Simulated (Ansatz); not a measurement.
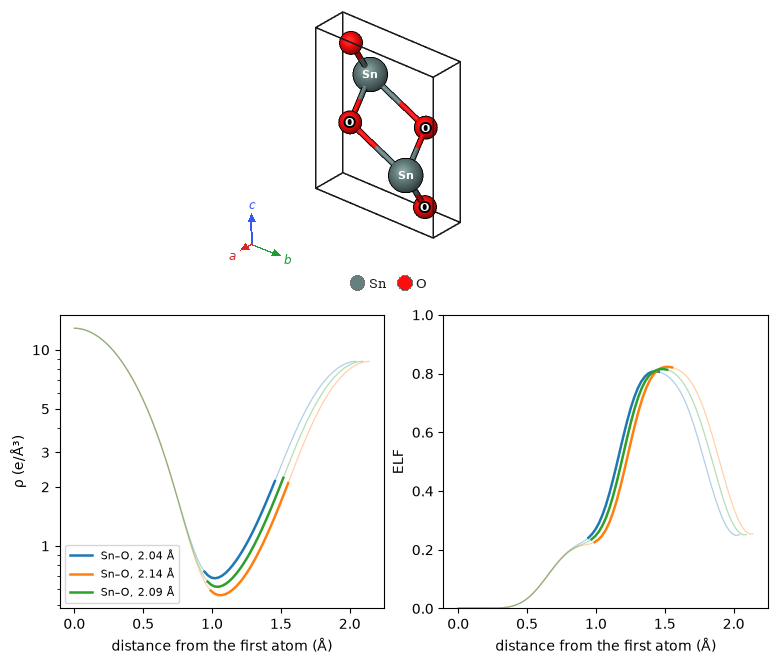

*SnO₂. Valence electron density and electron localisation function along straight lines between neighbouring atoms. Thin, pale parts lie inside the atomic spheres. The structure is drawn too.*

Space group P-1; a point of a scan over the structure, not its minimum; a structure from a database of computed crystals, not necessarily the ambient phase; not relaxed (largest force 0.9 eV/Å); computed pressure about −4 GPa in this cell; PAW files of the earlier set (soft_1).

The calculation used DFT LDA+D3(BJ), scalar-relativistic, plane waves, PAW in Ansatz 0.2.0.

The density is the valence pseudo-density of a PAW calculation; it isn't the true density close to the nuclei.

```cif
data_structure
_symmetry_space_group_name_H-M 'P 1'
_symmetry_Int_Tables_number 1
_cell_length_a 3.2159
_cell_length_b 4.2639
_cell_length_c 5.3407
_cell_angle_alpha 110.136
_cell_angle_beta 90.000
_cell_angle_gamma 90.000
_cell_volume 68.76
loop_
_atom_site_label
_atom_site_type_symbol
_atom_site_fract_x
_atom_site_fract_y
_atom_site_fract_z
_atom_site_occupancy
Sn1 Sn 0.72749 0.70336 0.27069 1
Sn2 Sn 0.27251 0.29664 0.72931 1
O1 O 0.76050 0.23816 0.46064 1
O2 O 0.23950 0.75491 0.04283 1
O3 O 0.76050 0.24509 0.95717 1
O4 O 0.23950 0.76184 0.53936 1
```

### What can be read from the curves?

Sn–O (2.04 Å): ρ at the midpoint is about 0.68 e/Å³; the ELF peaks at about 0.80 in the valence shell of O, 0.6 Å from its nucleus, and is about 0.30 at the midpoint; no localised pair shows between them.
Sn–O (2.14 Å): ρ at the midpoint is about 0.56 e/Å³; the ELF peaks at about 0.80 in the valence shell of O, 0.6 Å from its nucleus, and is about 0.25 at the midpoint: no localised pair shows between them.
Sn–O (2.09 Å): ρ at the midpoint is about 0.62 e/Å³; the ELF peaks at about 0.80 in the valence shell of O, 0.6 Å from its nucleus, and is about 0.30 at the midpoint: no localised pair shows between them.
